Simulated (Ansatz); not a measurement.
# WSe2: one change and its effect

System: WSe2 (Pm, 3 atoms in the cell).
Method of run 1: DFT PBEsol, scalar-relativistic, plane waves, PAW, PAW set soft_1, no spin polarisation (Ansatz 0.2.0).

The structure derives from a Materials Project entry. Text and figures count atoms from 1; the logs count them from 0 in places.

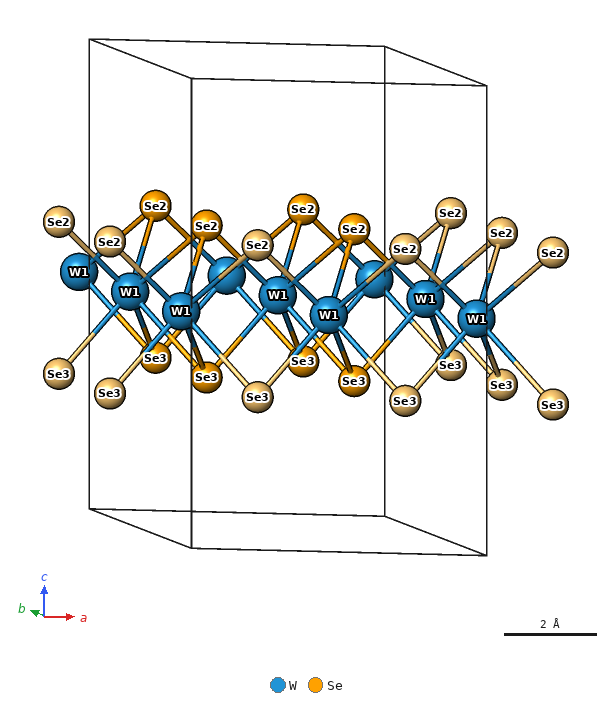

**Figure 1.** The structure as given in the input (ball-and-stick view of the 2 × 2 repeat of the cell, with the vacuum cut short, seen slightly off an axis; neighbours outside the cell are drawn fainter; atoms are numbered from 1 in the order of the input). An atom can appear more than once, as a periodic image.

**Input, run 1**
```yaml
crystal:
  lattice:
    - [3.2702124385, 0.0, 0.0]
    - [-1.6351062193, 2.8320870475, 0.0]
    - [0.0, 0.0, 16.6611438686]
  atoms:
    - { symbol: W, position: [-0.0357613405, 0.0977017992, 0.0] }
    - { symbol: Se, position: [0.3333333333, 0.6666666667, 0.1003991028] }
    - { symbol: Se, position: [0.3333333333, 0.6666666667, 0.8996008972] }
basis:
  ecutwfc: 420
kpoints:
  mp_grid: { grid: [9, 9, 2] }
hamiltonian:
  xc: pbesol
  pseudopotentials: { kind: paw, azcp: { folder: soft_1 } }
scf:
  occupations: { method: gaussian, width: 0.05 }
output:
  forces: true
  stress: true
  eigenvalues: true
```

Launched with:
```bash
ansatz run input.yaml --threads 2 --pin off --max-ram 4096MiB --backend cpu --events-out ev --progress --plain --runs-dir out
```

Hardware: 2 threads of Arm Neoverse N1, 98 GiB of memory available, shared host.

**Output, shortened to warnings, some set-up lines, iterations and results (run 1)**
```
Warning: [file] the record states the generating functional pbe (its physics header spells it `PBE`), which answers neither for hamiltonian.xc's functional nor for the pbesol family's — results may be inconsistent (PPs are generated against a specific XC)
Warning: [file] the record states the generating functional pbe (its physics header spells it `PBE`), which answers neither for hamiltonian.xc's functional nor for the pbesol family's — results may be inconsistent (PPs are generated against a specific XC)
Basis set: ecut = 420 eV, 3067 PW (Γ), exchange–correlation on 48×48×240 points (8 copies of the dense FFT grid, shifted against one another)
Symmetry: 2 space group operations
k-points: 82 of 162 (time reversal used)
Initial density: superposition of atomic densities (neutral atoms: chi_scale 0, normalization atom)
[...]
SCF iter   1: F=—  HF=-21106.853443 eV  |F-HF|=—  |Δ(HF+E_count)|=         —  Δρ=2.25e-2  dr2=1.39e0  ethr=2.98e-3  ⟨swp⟩=1.0  Hψ=14468  notcnv=0
SCF iter   2: F=—  HF=-21106.833269 eV  |F-HF|=—  |Δ(HF+E_count)|=   2.02e-2  Δρ=2.11e-2  dr2=2.58e0  ethr=2.98e-3  ⟨swp⟩=4.3  Hψ=4999  notcnv=0  defer=30
SCF iter   3: F=—  HF=-21106.578176 eV  |F-HF|=—  |Δ(HF+E_count)|=   2.55e-1  Δρ=1.25e-2  dr2=7.70e-1  ethr=2.98e-3  ⟨swp⟩=3.4  Hψ=4001  notcnv=0  defer=81
SCF iter   4: F=—  HF=-21106.476944 eV  |F-HF|=—  |Δ(HF+E_count)|=   1.01e-1  Δρ=5.22e-3  dr2=7.50e-2  ethr=1.67e-3  ⟨swp⟩=2.1  Hψ=3013  notcnv=0  defer=81
SCF iter   5: F=—  HF=-21106.463293 eV  |F-HF|=—  |Δ(HF+E_count)|=   1.37e-2  Δρ=1.24e-3  dr2=2.93e-3  ethr=1.63e-4  ⟨swp⟩=2.2  Hψ=3176  notcnv=0  defer=82
SCF iter   6: F=—  HF=-21106.462743 eV  |F-HF|=—  |Δ(HF+E_count)|=   5.50e-4  Δρ=2.42e-4  dr2=1.19e-4  ethr=6.38e-6  ⟨swp⟩=2.0  Hψ=2894  notcnv=0
SCF iter   7: F=—  HF=-21106.462723 eV  |F-HF|=—  |Δ(HF+E_count)|=   2.00e-5  Δρ=3.94e-5  dr2=1.38e-6  ethr=2.59e-7  ⟨swp⟩=3.0  Hψ=4505  notcnv=0
SCF iter   8: F=—  HF=-21106.462677 eV  |F-HF|=—  |Δ(HF+E_count)|=   4.63e-5  Δρ=9.39e-6  dr2=7.01e-8  ethr=2.17e-10  ⟨swp⟩=6.0  Hψ=12667  notcnv=0
SCF iter   9: F=-21106.462677 eV  HF=-21106.462677 eV  |F-HF|=1.42e-9  |Δ(HF+E_count)|=   8.99e-9  Δρ=2.18e-6  dr2=3.94e-9  ethr=1.52e-10  ⟨swp⟩=3.0  Hψ=7923  notcnv=0
SCF 1 converged in 9 iterations: F = -21106.462677 eV  dr2 = 3.94e-9
SCF converged after 9 iterations
Free energy (F): -21106.462677 eV
Harris-Foulkes:  -21106.462677 eV  (|F-HF|=1.42e-9)
Internal energy: -21106.462677 eV  (E = F + TS)
E sigma→0 (E₀):  -21106.462677 eV
Fermi energy:    2.621188 eV
--- Per-component energies (eV) ---
  E_band       = -1347.410845
  E_kinetic    = 648.204450
  E_local      = -33118.493131  (includes V_loc(G=0)·N_el)
  E_nonlocal   = -727.763077
  E_hartree    = 16403.298943
  E_xc         = -436.440362
  E_vxc        = -413.566818  (∫ρ·V_xc dr)
  E_paw        = -12623.735933  (= ΣΔE_a)
  E_vpaw       = -542.385452  (= ΣTr[D̂ρ^β])
  E_aug_tail   = -0.000612  (compensation charges beyond the density's cutoff)
  E_ewald      = 8746.228284
  E_core_change = 2.238761  (= ΣΔE_core)
  E_smearing   = -0.000000  (= −TS)
  E_closure    = -0.000000  (closes the sum)
  Σ components = -21106.462677   (vs F -21106.462677, Δ=0.00e0)
--- Forces (eV/Å), atoms counted from 1 ---
  atom   1  W      3.75664512    -4.64572425    -0.00000000
  atom   2  Se    -1.87832509     2.32286906     1.50781436
  atom   3  Se    -1.87832509     2.32286906    -1.50781436
  max |Σ_I F_I| component: 1.39e-5 eV/Å
--- Stress (GPa, compression-positive) ---
       -0.677865       2.408304       0.000000
        2.408304       3.775972       0.000000
        0.000000       0.000000       5.237568
  P = ⅓ Tr σ = 2.7786 GPa (27.786 kbar)
```

Run 2 used a changed input.

**The two runs side by side**

| quantity | run 1 | run 2 |
| --- | --- | --- |
| outcome | converged | converged |
| free energy per atom (eV) | −7035.4876 | −7035.6962 |
| gap on the mesh (eV) | 0.66 | 1.37 |
| pressure (GPa) | 2.78 | 1.41 |
| largest force (eV/Å) | 5.975 | 4.545 |
| SCF iterations | 9 | 9 |
| irreducible k-points | 82 | 50 |
| plane waves at Γ | 3067 | 3067 |
| wall time (shared host) | 31 s | 18 s |

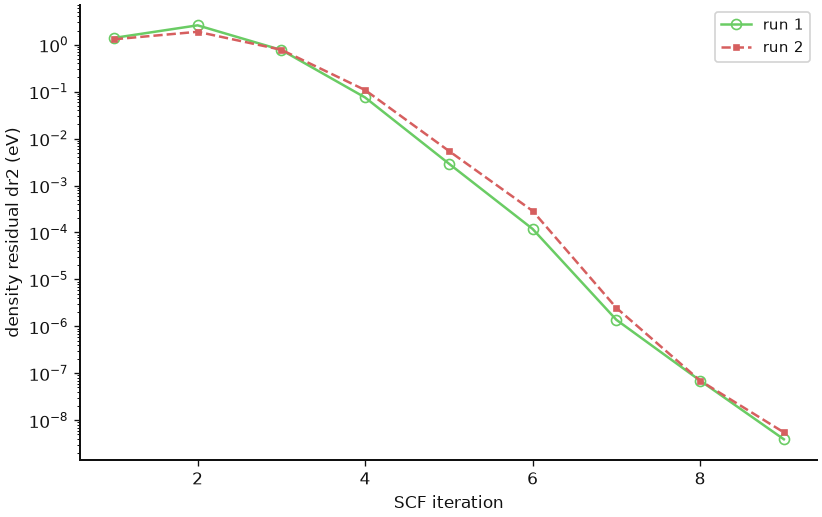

**Figure 2.** Convergence of the two runs: density residual dr2 against the SCF iteration. Run 1 takes 9 iterations in all, and run 2 takes 9.

Which change of the input explains these differences?

The change (lines with − go, lines with + come):
```diff
-    - { symbol: W, position: [-0.0357613405, 0.0977017992, 0.0] }
+    - { symbol: W, position: [-0.0488508996, -0.0977017992, 0.0] }
```

With the same functional and potentials, run 2 lies 208.7 meV per atom lower. The gap on the mesh goes from 0.66 to 1.37 eV. The pressure goes from 2.78 to 1.41 GPa. The largest force goes from 5.975 to 4.545 eV/Å. The number of SCF iterations is the same. The irreducible k-points go from 82 to 50. On the same kind of shared host run 2 took about 0.59 times as long.

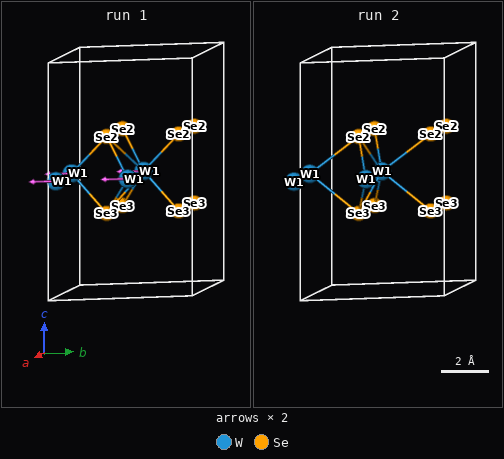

**Figure 3.** The two input geometries at one scale (ball-and-stick view of the 2 × 2 repeat of the cell, with the vacuum cut short, seen slightly off an axis). The pink arrows on the first give the shifts of the atoms relative to the cell, magnified 2 times. The atom that moves furthest is W1 (0.62 Å). Se stays in place. The cell stays as it was. Among the contacts that change: W1–Se2 2.339 → 2.736 Å.

**Output, shortened to warnings, some set-up lines, iterations and results (run 2)**
```
Warning: [file] the record states the generating functional pbe (its physics header spells it `PBE`), which answers neither for hamiltonian.xc's functional nor for the pbesol family's — results may be inconsistent (PPs are generated against a specific XC)
Warning: [file] the record states the generating functional pbe (its physics header spells it `PBE`), which answers neither for hamiltonian.xc's functional nor for the pbesol family's — results may be inconsistent (PPs are generated against a specific XC)
Basis set: ecut = 420 eV, 3067 PW (Γ), exchange–correlation on 48×48×240 points (8 copies of the dense FFT grid, shifted against one another)
Symmetry: 4 space group operations
k-points: 50 of 162 (time reversal used)
Initial density: superposition of atomic densities (neutral atoms: chi_scale 0, normalization atom)
[...]
SCF iter   1: F=—  HF=-21107.461242 eV  |F-HF|=—  |Δ(HF+E_count)|=         —  Δρ=2.19e-2  dr2=1.30e0  ethr=2.78e-3  ⟨swp⟩=1.0  Hψ=8815  notcnv=0
SCF iter   2: F=—  HF=-21107.370981 eV  |F-HF|=—  |Δ(HF+E_count)|=   9.03e-2  Δρ=1.84e-2  dr2=1.88e0  ethr=2.78e-3  ⟨swp⟩=3.9  Hψ=3084  notcnv=0  defer=22
SCF iter   3: F=—  HF=-21107.205872 eV  |F-HF|=—  |Δ(HF+E_count)|=   1.65e-1  Δρ=1.22e-2  dr2=7.78e-1  ethr=2.78e-3  ⟨swp⟩=3.3  Hψ=2436  notcnv=0  defer=50
SCF iter   4: F=—  HF=-21107.107792 eV  |F-HF|=—  |Δ(HF+E_count)|=   9.81e-2  Δρ=5.36e-3  dr2=1.08e-1  ethr=1.69e-3  ⟨swp⟩=2.0  Hψ=1809  notcnv=0  defer=50
SCF iter   5: F=—  HF=-21107.089835 eV  |F-HF|=—  |Δ(HF+E_count)|=   1.80e-2  Δρ=1.42e-3  dr2=5.46e-3  ethr=2.36e-4  ⟨swp⟩=2.3  Hψ=1915  notcnv=0
SCF iter   6: F=—  HF=-21107.088797 eV  |F-HF|=—  |Δ(HF+E_count)|=   1.04e-3  Δρ=2.75e-4  dr2=2.88e-4  ethr=1.19e-5  ⟨swp⟩=2.0  Hψ=1800  notcnv=0
SCF iter   7: F=—  HF=-21107.088746 eV  |F-HF|=—  |Δ(HF+E_count)|=   5.07e-5  Δρ=4.18e-5  dr2=2.48e-6  ethr=6.25e-7  ⟨swp⟩=2.1  Hψ=1802  notcnv=0
SCF iter   8: F=—  HF=-21107.088708 eV  |F-HF|=—  |Δ(HF+E_count)|=   3.82e-5  Δρ=8.91e-6  dr2=7.00e-8  ethr=2.17e-10  ⟨swp⟩=7.2  Hψ=8416  notcnv=0
SCF iter   9: F=-21107.088708 eV  HF=-21107.088708 eV  |F-HF|=2.84e-10  |Δ(HF+E_count)|=   1.60e-8  Δρ=2.87e-6  dr2=5.53e-9  ethr=1.52e-10  ⟨swp⟩=3.0  Hψ=5481  notcnv=0
SCF 1 converged in 9 iterations: F = -21107.088708 eV  dr2 = 5.53e-9
SCF converged after 9 iterations
Free energy (F): -21107.088708 eV
Harris-Foulkes:  -21107.088708 eV  (|F-HF|=2.84e-10)
Internal energy: -21107.088708 eV  (E = F + TS)
E sigma→0 (E₀):  -21107.088708 eV
Fermi energy:    2.483488 eV
--- Per-component energies (eV) ---
  E_band       = -1346.920911
  E_kinetic    = 646.795494
  E_local      = -33101.773470  (includes V_loc(G=0)·N_el)
  E_nonlocal   = -727.844662
  E_hartree    = 16395.756294
  E_xc         = -436.146109
  E_vxc        = -413.209391  (∫ρ·V_xc dr)
  E_paw        = -12623.690362  (= ΣΔE_a)
  E_vpaw       = -542.392921  (= ΣTr[D̂ρ^β])
  E_aug_tail   = -0.000615  (compensation charges beyond the density's cutoff)
  E_ewald      = 8737.575961
  E_core_change = 2.238761  (= ΣΔE_core)
  E_smearing   = -0.000000  (= −TS)
  E_closure    = 0.000000  (closes the sum)
  Σ components = -21107.088708   (vs F -21107.088708, Δ=0.00e0)
--- Forces (eV/Å), atoms counted from 1 ---
  atom   1  W     -0.00000000     4.54488957    -0.00000000
  atom   2  Se     0.00000000    -2.27245160     0.76611334
  atom   3  Se     0.00000000    -2.27245160    -0.76611334
  max |Σ_I F_I| component: 1.36e-5 eV/Å
--- Stress (GPa, compression-positive) ---
        3.107505       0.000000       0.000000
        0.000000      -1.524989      -0.000000
        0.000000      -0.000000       2.661155
  P = ⅓ Tr σ = 1.4146 GPa (14.146 kbar)
```

For both runs: Warnings: the PAW datasets were made with another functional. Spin–orbit coupling is left out, which matters for W.
